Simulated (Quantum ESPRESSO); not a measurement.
# Moments and magnetic energies of CuAu-type MnPt against cell volume, collinear LDA

Manganese brings a nearly half-filled 3d shell to MnPt, and platinum a nearly full 5d shell that polarises only weakly. The members are one compound at different volumes, so composition and structure type stay fixed while the Mn–Mn and Mn–Pt distances change. MnPt serves as an antiferromagnetic pinning layer in spin valves and tunnel junctions, where strain and growth conditions alter these distances. We ask how far the moments and the magnetic energies follow. Volume is given relative to the cell with measured lattice constants, at fixed shape. Magnetic energy gains are counted from the run without spin polarisation, and the order energy is that of the opposed state less that of the parallel state, all per Mn atom.

## Systems and settings

One system, MnPt (CuAu-type, P4/mmm), 4 atoms in the cell used (twice the primitive chemical cell), from cells typed from measured lattice constants. Quantum ESPRESSO 7.5, plane waves with GBRV 1.5 LDA pseudopotentials, cutoff 544 eV, Fermi-Dirac smearing of 0.05 eV, k meshes whose coarsest spacing along a reciprocal vector is 0.21 to 0.22 1/Å over all runs (2π included). Functional: LDA, no Hubbard U; collinear spins, no spin-orbit coupling. Atoms stay at fixed fractions of the cell and the mesh divisions are held. At each point the moments on Mn are started parallel, opposed (signs +-) and without spin polarisation. Of the opposed order at the middle point, it reverses 4 of 4 magnetic neighbours at 2.83 Å and 0 of 2 magnetic neighbours at 3.67 Å. Runs that did not converge or carry a known fault are not listed. The same in all rows: metal or insulator in the run from the parallel start, judged by its smearing entropy or density of states at the Fermi energy (a gap under a few smearing widths counts as a metal): metal.

Notes on method and selection:

- Each state is what a run reaches from typed starting moments; only a few collinear orders were started, so the lowest found need not be the ground state. Spin-orbit coupling is left out of these energies, which are free energies at the smearing width. A magnetic atom is one that was given a starting moment.
- Site moments count the spin inside each program's own atomic sphere, so they depend somewhat on its radius and leave out the spin between the spheres.
- Quantum ESPRESSO sets the radius of an element's spheres to about 0.41 of its shortest distance to a neighbour, so it changes from cell to cell and the site moment with it.
- A measured moment is set beside the table only where the run ends ferromagnetic and the measured order is ferromagnetic too.
- Runs that did not converge, have known faults or may not be shown are not listed, and runs on Ansatz's PAW sets soft_1 and soft_2 are kept to separate tables.

Columns:

- volume: cell volume over that of the given cell, shape kept.
- moment (μB): largest site spin moment reached from the parallel start.
- moment, opposed (μB): largest site spin moment reached from the opposed start.
- gain, opposed (meV): energy of the run without spin polarisation less that of the run from the opposed start, per magnetic atom.
- magnetic distance (Å): shortest distance between magnetic atoms.
- net moment (μB): net spin moment of that run per magnetic atom.
- magnetic energy gain (meV): energy of the run without spin polarisation less that of the parallel start, per magnetic atom (positive: magnetism is favoured).
- E(opposed) - E(parallel) (meV): energy of the run from the opposed start less that of the parallel start, per magnetic atom (positive: parallel is favoured); blank where a pattern was lost.

Input lines of one member:

```
&SYSTEM
  ecutwfc = 40
  ecutrho = 280
  nbnd = 44
  occupations = 'smearing'
  smearing = 'fd'
  degauss = 0.00367493
  nspin = 2
  starting_magnetization(1) = 0.2333
  starting_magnetization(2) = 0
/
&ELECTRONS
  conv_thr = 8d-09
  mixing_beta = 0.3
/
K_POINTS automatic
8 8 8 0 0 0
```

Command (options for logging and memory left out): `pw.x -in pw.in`

## Computed values

| member | volume | moment (μB) | moment, opposed (μB) | gain, opposed (meV) | magnetic distance (Å) | net moment (μB) | magnetic energy gain (meV) | E(opposed) - E(parallel) (meV) |
| --- | --- | --- | --- | --- | --- | --- | --- | --- |
| 0.88 | 0.88 | 2.56 | 3.22 | 565.4 | 2.710 | 2.85 | 181.5 | −383.9 |
| 0.91 | 0.91 | 3.08 | 3.32 | 682.7 | 2.741 | 3.47 | 284.6 | −398.1 |
| 0.94 | 0.94 | 3.32 | 3.42 | 796.6 | 2.771 | 3.75 | 405.9 | −390.6 |
| 0.97 | 0.97 | ? | ? | ? | ? | ? | ? | ? |
| 1 | 1.00 | 3.59 | 3.58 | 1012.7 | 2.828 | 4.05 | 658.7 | −354.0 |
| 1.03 | 1.03 | 3.69 | 3.65 | 1115.1 | 2.856 | 4.15 | 782.6 | −332.4 |
| 1.06 | 1.06 | 3.76 | 3.72 | 1214.0 | 2.884 | 4.22 | 903.3 | −310.8 |
| 1.09 | 1.09 | 3.83 | 3.78 | 1309.4 | 2.911 | 4.29 | 1019.7 | −289.7 |
| 1.12 | 1.12 | 3.89 | 3.84 | 1401.3 | 2.937 | 4.34 | 1131.7 | −269.6 |

Cells marked ? are withheld until the estimate has been made.

net moment (μB) against volume, members shown:

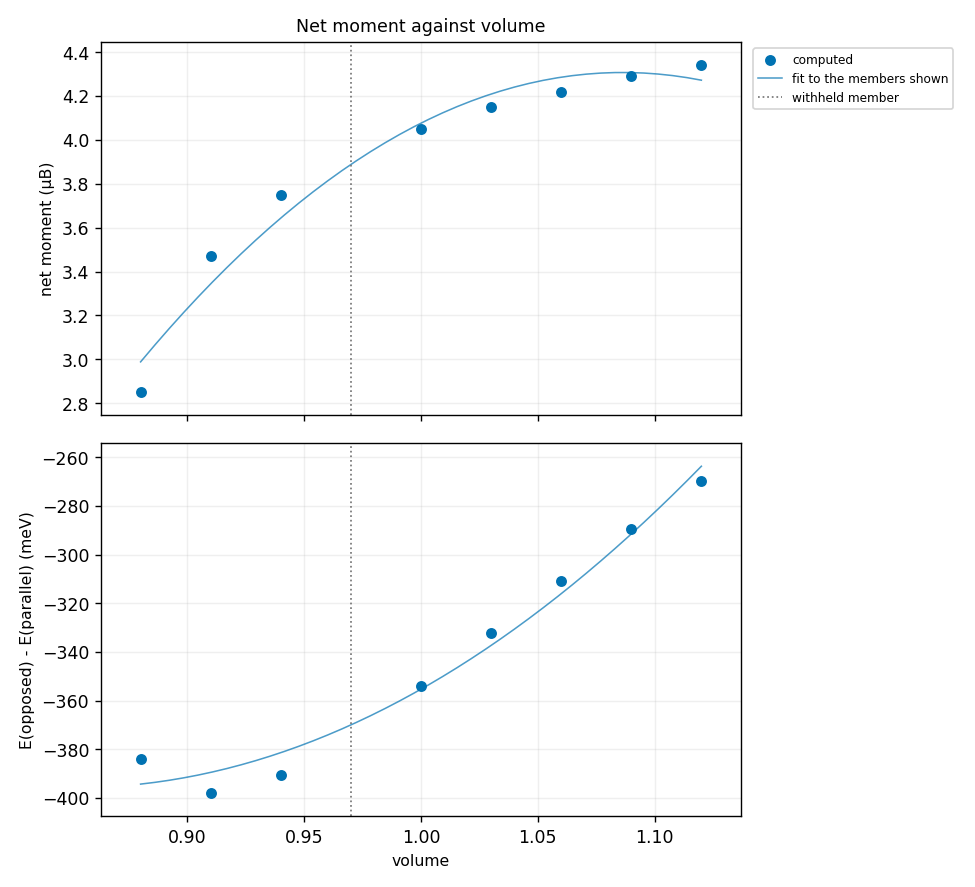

Least-squares fits to the members shown, with x = volume; R² and errors in the fitted variable (y, or ln y where the fit is in ln y):

| y | members | fit | R² | rms residual | leave-one-out rms | the same for the mean of the others |
| --- | --- | --- | --- | --- | --- | --- |
| net moment (μB) | 8 | y = −32.239 + 67.283 x − 30.968 x² | 0.97 | 0.086 | 0.19 | 0.55 |
| E(opposed) - E(parallel) (meV) | 8 | y = 927.28 − 3109.4 x + 1826.8 x² | 0.98 | 6.7 | 15 | 52 |

## Reading the trend

The net moment of the parallel state rises with volume in every shown step, but much more gently towards large volume. From 0.88 to 0.91 it gains (3.47 − 2.85) / 3 = 0.21 μB per percent of volume; from 1.09 to 1.12 only (4.34 − 4.29) / 3 = 0.02 μB. Compression broadens the Mn d bands and raises the cost of moving electrons from minority to majority states. On expansion the majority d states are nearly full, and little moment is left to gain. With d–d hopping taken to vary as distance⁻⁵, it falls by a factor (2.710 / 2.937)⁵ = 0.67 over the series.

The opposed state holds its moment better under compression: 3.22 μB on Mn at 0.88, against 2.56 μB in the parallel state. From 1.00 upwards the two site moments agree within 0.05 μB. Part of the growth in site moments comes from the integration spheres, which expand with the cell; the net moment is free of this.

The energy gain of the opposed state grows faster than its moment squared. Between 1.00 and 1.12 the gain rises by a factor 1401.3 / 1012.7 = 1.38, the squared moment by (3.84 / 3.58)² = 1.15. In a Stoner picture, where the exchange energy goes as moment squared, the remainder points to a lower band-energy cost in the wider cell.

The opposed order lies lower in all shown rows, in line with the known antiferromagnetism of MnPt. Nearly half-filled d shells favour it, because electrons can hop between opposed neighbours but are largely blocked between parallel ones. This advantage scales roughly as hopping squared, which predicts a factor (2.828 / 2.937)¹⁰ = 0.69 from 1.00 to 1.12; the table gives 269.6 / 354.0 = 0.76. Under compression the advantage peaks among the shown rows at 0.91, with 398.1 meV, and is smaller at 0.88. There the parallel state can limit its energy cost by giving up much of its moment, so the energy difference no longer compares two states of similar moment.

## Estimating the withheld member

Plain estimates from the members shown:

- 0.97, fit at x = 0.97: 3.89 μB
- 0.97, straight-line interpolation between 0.94 and 1: w = (0.97 − 0.94) / (1.00 − 0.94) = 0.500, so 3.75 + 0.500 × (4.05 − 3.75) = 3.90 μB

The net moment bends downwards along the series, so a straight line between 0.94 and 1.00 should fall slightly short at 0.97. The quadratic fit is less suitable still: its rms residual of 0.086 μB shows that it misses the sharp bend at small volume.

We therefore use a cubic through the two nearest shown members on each side:

(4 × (3.75 + 4.05) − (3.47 + 4.15)) / 6 = 3.93 μB.

The same construction, tried on two shown members with two neighbours on each side, gives

- 0.94: −0.3 × 2.85 + 3.47 + 0.5 × 4.05 − 0.2 × 4.15 = 3.81 μB, too high by 0.06;
- 1.00: −0.2 × 3.47 + 0.5 × 3.75 + 4.15 − 0.3 × 4.22 = 4.065 μB, too high by 4.065 − 4.05 = 0.015.

The error of a cubic scales with the product of the distances to its four points. In steps of 0.03 this product is 2 × 1 × 1 × 2 = 4 at 0.97 and 12 in both trials, so a third of each miss should carry over: 0.020 and 0.005 μB. Since 0.97 lies midway between the trial members, we subtract the mean, (0.020 + 0.005) / 2 = 0.0125 μB, and obtain 3.93 − 0.0125 = 3.92 μB.

The two carried-over misses lie about 0.008 μB either side of their mean. With the rounding of the table entries added, one standard deviation is about 0.01 μB.

**Committed estimate, 0.97: net moment = 3.92 ± 0.01 μB.**

## Result

| member | volume | moment (μB) | moment, opposed (μB) | gain, opposed (meV) | magnetic distance (Å) | net moment (μB) | magnetic energy gain (meV) | E(opposed) - E(parallel) (meV) |
| --- | --- | --- | --- | --- | --- | --- | --- | --- |
| 0.97 | 0.97 | 3.48 | 3.50 | 906.5 | 2.800 | 3.93 | 532.3 | −374.2 |

| member | estimate | net moment (μB) | computed | estimate − computed | miss in error bars |
| --- | --- | --- | --- | --- | --- |
| 0.97 | committed | 3.92 | 3.93 | −0.01 | 1.0 |
| 0.97 | fit | 3.89 | 3.93 | −0.04 |  |
| 0.97 | interpolation | 3.90 | 3.93 | −0.03 |  |

net moment (μB) against volume:

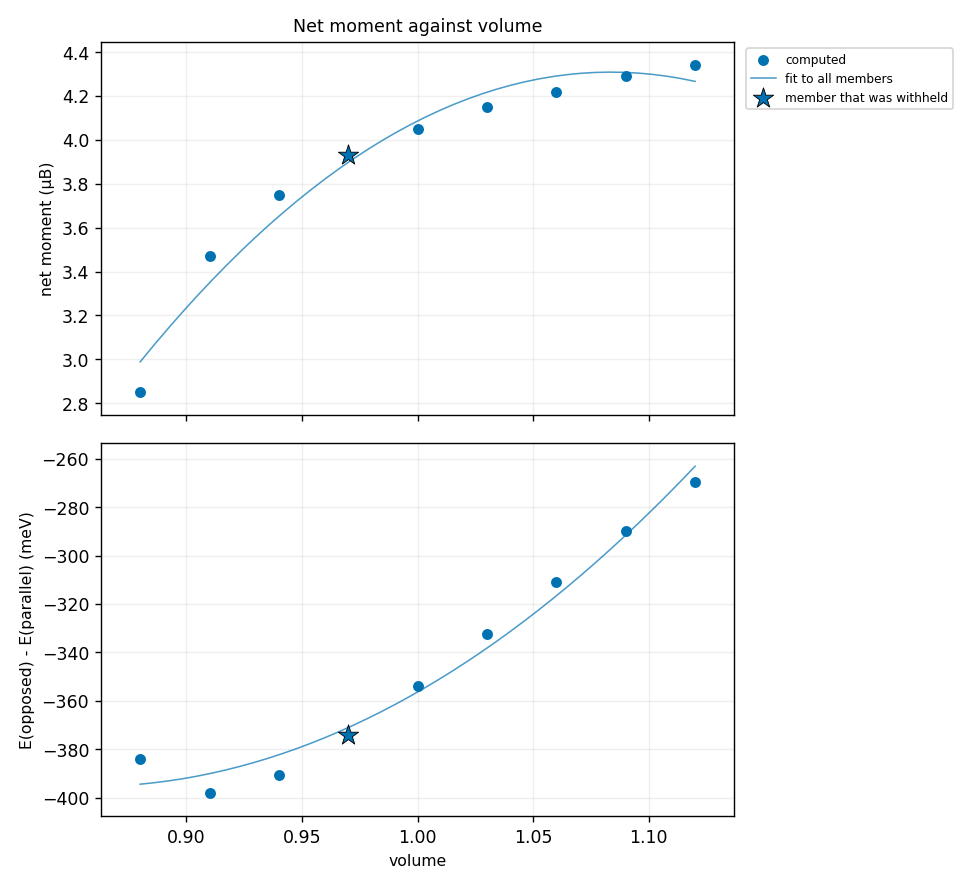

The computed net moment at 0.97 is 3.93 μB per Mn atom. Our estimate of 3.92 ± 0.01 μB is low by 0.01, a full error bar. It came closer than the straight-line interpolation, low by 0.03, and the quadratic fit, low by 0.04.

The argument from curvature held: the moment gains 3.93 − 3.75 = 0.18 μB from 0.94 to 0.97 and 4.05 − 3.93 = 0.12 μB from there to 1.00, so a straight line had to fall short. Our further correction of about −0.01 μB brought no benefit, since the cubic alone gave 3.93 μB. A difference this close to the printed rounding does not show whether the correction was wrong in principle.

The result confirms a smooth levelling-off of the moment between 0.94 and 1.00. That is what nearly filled majority d states would give, but a successful interpolation tests the smoothness and not its electronic cause.

## Exceptions

Least-squares fits to the whole series, with x = volume; R² and errors in the fitted variable (y, or ln y where the fit is in ln y):

| y | members | fit | R² | rms residual | leave-one-out rms | the same for the mean of the others |
| --- | --- | --- | --- | --- | --- | --- |
| net moment (μB) | 9 | y = −33.079 + 69.007 x − 31.842 x² | 0.97 | 0.082 | 0.18 | 0.51 |
| E(opposed) - E(parallel) (meV) | 9 | y = 1010.1 − 3279.3 x + 1912.9 x² | 0.98 | 6.4 | 14 | 49 |

Largest departures from the fit to the whole series:

| member | net moment (μB) | fit | computed − fit | in rms residuals |
| --- | --- | --- | --- | --- |
| 0.88 | 2.85 | 2.99 | −0.14 | 1.7 |
| 0.91 | 3.47 | 3.35 | +0.12 | 1.5 |
| 0.94 | 3.75 | 3.65 | +0.10 | 1.2 |
| 1.12 | 4.34 | 4.27 | +0.07 | 0.9 |

The largest departures follow from the shape of the fit. A parabola cannot drop steeply at small volume and also level off at large volume, so it lies above the computed moment at 0.88 (by 0.14 μB) and below it at 0.91 and 0.94 (by 0.12 and 0.10 μB). At the other end it reaches its maximum at 69.007 / (2 × 31.842) = 1.08 and then turns down, while the computed moments still rise; this leaves 1.12 higher than the fit by 0.07 μB.

Only 0.88 also calls for a physical reason. Between 0.91 and 0.88 the net moment falls by 3.47 − 2.85 = 0.62 μB, over twice the change in the next step, 3.75 − 3.47 = 0.28 μB. The Mn site moment falls by 3.08 − 2.56 = 0.52 μB, so most of the loss sits on Mn. The likeliest reason is that the broadened majority d band is no longer nearly full and loses electrons to the minority band. In the opposed state the site moment falls by only 3.32 − 3.22 = 0.10 μB over the same step.

## Conclusions and limits

From 0.88 to 1.12 at fixed cell shape, expansion raises the moments and the gains from magnetism, and the opposed order stays below the parallel one. Between members 0.03 apart, a local cubic should give the net moment to a few hundredths of a μB from 0.94 upwards; the steep compressed end is less certain.

For pinning layers the order energy bears on how firmly the antiferromagnetic order holds. Around the measured volume its size falls by (374.2 − 332.4) / 6 = 7.0 meV per Mn atom for each percent of expansion, or 7.0 / 354.0 = 2.0 %. This applies to a uniform change of volume, not to epitaxial strain, which also alters c/a.

We expect no omitted effect to outweigh the spread in net moment, 4.34 − 2.85 = 1.49 μB. A gradient-corrected functional would probably raise the moments by roughly 0.1 to 0.3 μB, and perhaps by more in the parallel state at the compressed end. Spin–orbit coupling should change them less, but it supplies the magnetic anisotropy on which pinning depends.

[Logs are printed without paths, hosts, clocks, repeated set-up lines and the standing remarks that a program may print on its own settings, such as how far it seeks lower states.]
